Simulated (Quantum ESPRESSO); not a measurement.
**Run report: Zr, relaxation of cell and atoms (part 3 of 3)**

Zr (P6/mmm, 3 atoms in the cell); Kohn-Sham DFT of a periodic cell, LDA, GBRV 1.5 LDA, no spin polarisation (Quantum ESPRESSO 7.5); cutoff 612.26 eV, 14×14×19 k-mesh, Gaussian smearing of 0.1 eV. 

Geometry of the input (Å; fractional positions):
```
5.0330  0.0000  0.0000
-2.5165  4.3587  0.0000
0.0000  0.0000  3.1320
Zr 0.0000  0.0000  0.0000
Zr 0.3333  0.6667  0.5000
Zr 0.6667  0.3333  0.5000
```

**Output, continued**
```
!    total energy              =    -297.89229881 Ry
     estimated scf accuracy    <          1.6E-13 Ry
     smearing contrib. (-TS)   =      -0.00100638 Ry
     internal energy E=F+TS    =    -297.89129243 Ry

     The total energy is F=E-TS. E is the sum of the following terms:
     one-electron contribution =     -46.76436355 Ry
     hartree contribution      =      38.84858709 Ry
     xc contribution           =     -53.25316542 Ry
     ewald contribution        =    -236.72235055 Ry

     convergence has been achieved in   7 iterations

     negative rho (up, down):  1.823E-01 0.000E+00

     Forces acting on atoms (cartesian axes, Ry/au):

     atom    1 type  1   force =     0.00000000    0.00000000   -0.00000000
     atom    2 type  1   force =     0.00000000   -0.00000000    0.00000000
     atom    3 type  1   force =     0.00000000    0.00000000    0.00000000

     Total force =     0.000000     Total SCF correction =     0.000000

     Computing stress (Cartesian axis) and pressure

     negative rho (up, down):  1.823E-01 0.000E+00
          total   stress  (Ry/bohr**3)                   (kbar)     P=       -0.14
  -0.00000142  -0.00000000  -0.00000000           -0.21       -0.00       -0.00
  -0.00000000  -0.00000142   0.00000000           -0.00       -0.21        0.00
   0.00000000  -0.00000000  -0.00000008            0.00       -0.00       -0.01

     Energy error            =      2.6E-06 Ry
     Gradient error          =      5.7E-25 Ry/Bohr
     Cell gradient error     =      2.1E-01 kbar

     bfgs converged in   6 scf cycles and   5 bfgs steps
     (criteria: energy <  1.0E-05 Ry, force <  4.0E-04 Ry/Bohr, cell <  3.0E-01 kbar)

     End of BFGS Geometry Optimization

     Final enthalpy           =    -297.8922988109 Ry

     File ./tmp/pwscf.bfgs deleted, as requested
Begin final coordinates
     new unit-cell volume =    436.69109 a.u.^3 (    64.71094 Ang^3 )
     density =      7.02266 g/cm^3

CELL_PARAMETERS (angstrom)
   4.923100578  -0.000000000   0.000000000
  -2.461550289   4.263530166  -0.000000000
  -0.000000000  -0.000000000   3.082972690

ATOMIC_POSITIONS (crystal)
Zr              -0.0000000000       -0.0000000000       -0.0000000000
Zr               0.3333333333        0.6666666667        0.5000000000
Zr               0.6666666667        0.3333333333        0.5000000000
End final coordinates

     Final scf calculation at the relaxed structure.
     The G-vectors are recalculated for the final unit cell
     Results may differ from those at the preceding step.

     G-vector sticks info
     --------------------
     sticks:   dense  smooth     PW     G-vecs:    dense   smooth      PW
     Sum        2149    1069    313                50387    17869    2917

     Using Slab Decomposition

     bravais-lattice index     =            0
     lattice parameter (alat)  =       9.5110  a.u.
     unit-cell volume          =     436.6911 (a.u.)^3
     number of atoms/cell      =            3
     number of atomic types    =            1
     number of electrons       =        36.00
     number of Kohn-Sham states=           26
     kinetic-energy cutoff     =      45.0000  Ry
     charge density cutoff     =     360.0000  Ry
     scf convergence threshold =      6.0E-12
     mixing beta               =       0.5000
     number of iterations used =            8  plain     mixing
     press convergence thresh. =      3.0E-01
     Exchange-correlation= SLA  PZ   NOGX NOGC
                           (   1   1   0   0   0   0   0)

     celldm(1)=   9.510992  celldm(2)=   0.000000  celldm(3)=   0.000000
     celldm(4)=   0.000000  celldm(5)=   0.000000  celldm(6)=   0.000000

     crystal axes: (cart. coord. in units of alat)
               a(1) = (   0.978164  -0.000000   0.000000 )
               a(2) = (  -0.489082   0.847115  -0.000000 )
               a(3) = (  -0.000000  -0.000000   0.612552 )

     reciprocal axes: (cart. coord. in units 2 pi/alat)
               b(1) = (  1.022323  0.590239  0.000000 )
               b(2) = (  0.000000  1.180477  0.000000 )
               b(3) = ( -0.000000 -0.000000  1.632515 )

     PseudoPot. # 1 for Zr read from file:
     zr_lda_v1.uspp.F.UPF
     Pseudo is Ultrasoft + core correction, Zval = 12.0
     Generated by new atomic code, or converted to UPF format
     Using radial grid of  887 points,  6 beta functions with:
                l(1) =   0
                l(2) =   0
                l(3) =   1
                l(4) =   1
                l(5) =   2
                l(6) =   2
     Q(r) pseudized with  6 coefficients,  rinner =    1.200   1.200   1.200
                                                       1.200   1.200

     atomic species   valence    mass     pseudopotential
     Zr               12.00    91.22400     Zr( 1.00)

     24 Sym. Ops., with inversion, found

   Cartesian axes

     site n.     atom                  positions (alat units)
         1        Zr     tau(   1) = (  -0.0000000  -0.0000000  -0.0000000  )
         2        Zr     tau(   2) = (  -0.0000000   0.5647434   0.3062758  )
         3        Zr     tau(   3) = (   0.4890821   0.2823717   0.3062758  )

     number of k points=   240  Gaussian smearing, width (Ry)=  0.0073

     Number of k-points >= 100: set verbosity='high' to print them.

     Dense  grid:    50387 G-vectors     FFT dimensions: (  60,  60,  36)

     Smooth grid:    17869 G-vectors     FFT dimensions: (  40,  40,  25)

     Check: negative core charge=   -0.000001

     Initial potential from superposition of free atoms

     starting charge      35.9946, renormalised to      36.0000

     negative rho (up, down):  1.798E-01 0.000E+00
     Starting wfcs are   39 randomized atomic wfcs

     Self-consistent Calculation

     iteration #  1     ecut=    45.00 Ry     beta= 0.50
     Davidson diagonalization with overlap
     c_bands:  1 eigenvalues not converged
     c_bands:  1 eigenvalues not converged
     c_bands:  1 eigenvalues not converged
     c_bands:  1 eigenvalues not converged
     ethr =  1.00E-06,  avg # of iterations = 12.8

     negative rho (up, down):  1.805E-01 0.000E+00

     total energy              =    -297.87754124 Ry
     estimated scf accuracy    <       0.06872013 Ry

     iteration #  2     ecut=    45.00 Ry     beta= 0.50
     Davidson diagonalization with overlap
     ethr =  1.91E-04,  avg # of iterations =  2.7

     negative rho (up, down):  1.810E-01 0.000E+00

     total energy              =    -297.86914911 Ry
     estimated scf accuracy    <       0.11311103 Ry

     iteration #  3     ecut=    45.00 Ry     beta= 0.50
     Davidson diagonalization with overlap
     ethr =  1.91E-04,  avg # of iterations =  2.1

     negative rho (up, down):  1.819E-01 0.000E+00

     total energy              =    -297.88991363 Ry
     estimated scf accuracy    <       0.02492014 Ry

     iteration #  4     ecut=    45.00 Ry     beta= 0.50
     Davidson diagonalization with overlap
     ethr =  6.92E-05,  avg # of iterations =  1.0

     negative rho (up, down):  1.824E-01 0.000E+00

     total energy              =    -297.89219205 Ry
     estimated scf accuracy    <       0.00035189 Ry

     iteration #  5     ecut=    45.00 Ry     beta= 0.50
     Davidson diagonalization with overlap
     ethr =  9.77E-07,  avg # of iterations =  5.8

     negative rho (up, down):  1.824E-01 0.000E+00

     total energy              =    -297.89228070 Ry
     estimated scf accuracy    <       0.00018600 Ry

     iteration #  6     ecut=    45.00 Ry     beta= 0.50
     Davidson diagonalization with overlap
     ethr =  5.17E-07,  avg # of iterations =  1.2

     negative rho (up, down):  1.823E-01 0.000E+00

     total energy              =    -297.89229220 Ry
     estimated scf accuracy    <       0.00000952 Ry

     iteration #  7     ecut=    45.00 Ry     beta= 0.50
     Davidson diagonalization with overlap
     ethr =  2.64E-08,  avg # of iterations =  3.2

     negative rho (up, down):  1.823E-01 0.000E+00

     total energy              =    -297.89229391 Ry
     estimated scf accuracy    <       0.00000004 Ry

     iteration #  8     ecut=    45.00 Ry     beta= 0.50
     Davidson diagonalization with overlap
     ethr =  1.11E-10,  avg # of iterations =  4.4

     negative rho (up, down):  1.823E-01 0.000E+00

     total energy              =    -297.89229398 Ry
     estimated scf accuracy    <          5.8E-09 Ry

     iteration #  9     ecut=    45.00 Ry     beta= 0.50
     Davidson diagonalization with overlap
     ethr =  1.60E-11,  avg # of iterations =  2.1

     negative rho (up, down):  1.823E-01 0.000E+00

     total energy              =    -297.89229398 Ry
     estimated scf accuracy    <          4.4E-09 Ry

     iteration # 10     ecut=    45.00 Ry     beta= 0.50
     Davidson diagonalization with overlap
     ethr =  1.23E-11,  avg # of iterations =  1.9

     negative rho (up, down):  1.823E-01 0.000E+00

     total energy              =    -297.89229398 Ry
     estimated scf accuracy    <          2.6E-10 Ry

     iteration # 11     ecut=    45.00 Ry     beta= 0.50
     Davidson diagonalization with overlap
     ethr =  7.33E-13,  avg # of iterations =  2.2

     negative rho (up, down):  1.823E-01 0.000E+00

     total energy              =    -297.89229398 Ry
     estimated scf accuracy    <          7.8E-11 Ry

     iteration # 12     ecut=    45.00 Ry     beta= 0.50
     Davidson diagonalization with overlap
     ethr =  2.16E-13,  avg # of iterations =  2.0

     negative rho (up, down):  1.823E-01 0.000E+00

     End of self-consistent calculation

     Number of k-points >= 100: set verbosity='high' to print the bands.

     the Fermi energy is    15.0209 ev

!    total energy              =    -297.89229398 Ry
     estimated scf accuracy    <          5.2E-12 Ry
     smearing contrib. (-TS)   =      -0.00100637 Ry
     internal energy E=F+TS    =    -297.89128761 Ry

     The total energy is F=E-TS. E is the sum of the following terms:
     one-electron contribution =     -46.76438186 Ry
     hartree contribution      =      38.84859964 Ry
     xc contribution           =     -53.25315483 Ry
     ewald contribution        =    -236.72235055 Ry

     convergence has been achieved in  12 iterations

     negative rho (up, down):  1.823E-01 0.000E+00

     Forces acting on atoms (cartesian axes, Ry/au):

     atom    1 type  1   force =     0.00000000   -0.00000000    0.00000000
     atom    2 type  1   force =    -0.00000000   -0.00000000    0.00000000
     atom    3 type  1   force =    -0.00000000   -0.00000000    0.00000000

     Total force =     0.000000     Total SCF correction =     0.000000

     Computing stress (Cartesian axis) and pressure

     negative rho (up, down):  1.823E-01 0.000E+00
          total   stress  (Ry/bohr**3)                   (kbar)     P=       -0.17
  -0.00000157  -0.00000000  -0.00000000           -0.23       -0.00       -0.00
  -0.00000000  -0.00000157  -0.00000000           -0.00       -0.23       -0.00
   0.00000000   0.00000000  -0.00000024            0.00        0.00       -0.04

=------------------------------------------------------------------------------=
   JOB DONE.
=------------------------------------------------------------------------------=
```

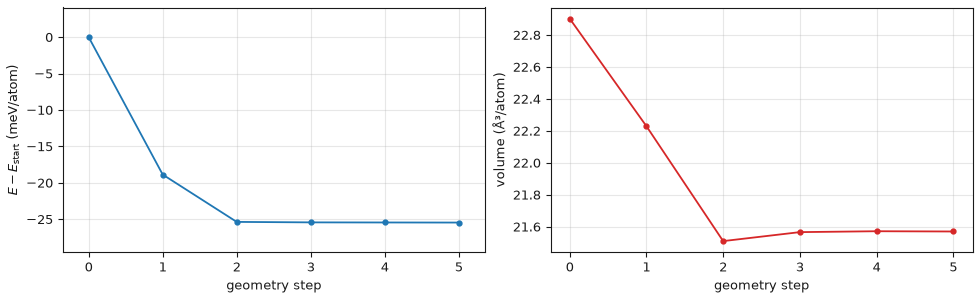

**Figure 1.** Progress of the relaxation, step by step (steps are counted from 0).

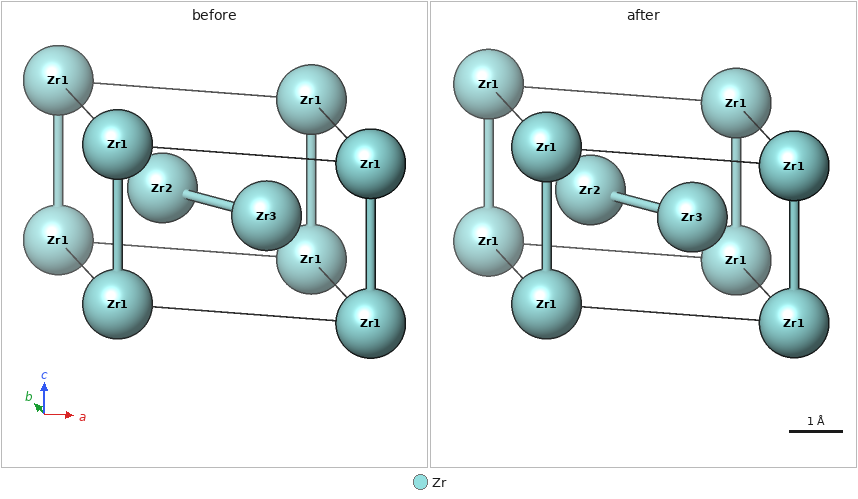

**Figure 2.** Before (left) and after (right) the relaxation, at one scale (ball-and-stick view of the cell of the calculation, seen slightly off an axis). No atom moves by more than 0.005 Å relative to the cell. The drawn cell changes as follows: a = b 5.033 → 4.923 Å (−2.2 %), c 3.132 → 3.083 Å (−1.6 %); the volume changes by −5.8 %. Among the contacts that change: Zr2–Zr3 2.906 → 2.842 Å, Zr1–Zr1 3.132 → 3.083 Å. The space group stays P6/mmm (No. 191). Over 5 geometry steps the energy falls by 25.5 meV per atom. All forces vanish by symmetry, so only the cell relaxes. (Atoms are counted from 1 in the order of the input.)

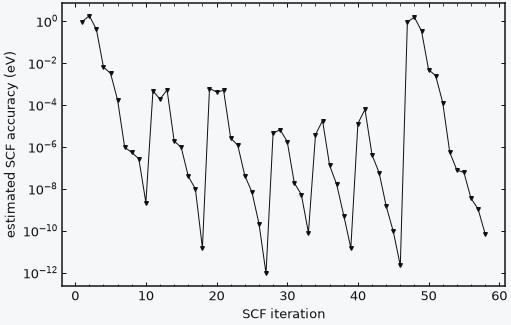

**Figure 3.** Convergence of the self-consistent field: estimated SCF accuracy against the iteration. The field takes 58 iterations in all.

**Key numbers**

| quantity | value |
| --- | --- |
| outcome | converged |
| space group (tolerance 0.01 Å) | P6/mmm (191) |
| electrons treated | 36 |
| free energy | −4053.0311 eV |
| Fermi energy | 15.021 eV |
| gap on the k-point mesh | none (metallic) |
| pressure | −0.02 GPa |
| final volume | 64.71 Å³ |
| largest force (length of the vector) at the end | under 0.001 eV/Å |
| final cell | a = 4.923 Å, b = 4.923 Å, c = 3.083 Å, α = 90.00°, β = 90.00°, γ = 120.00° |
| wall time | 42 min |
| peak memory | 0.45 GiB |

**Notes**

Notes on the run: negative rho.
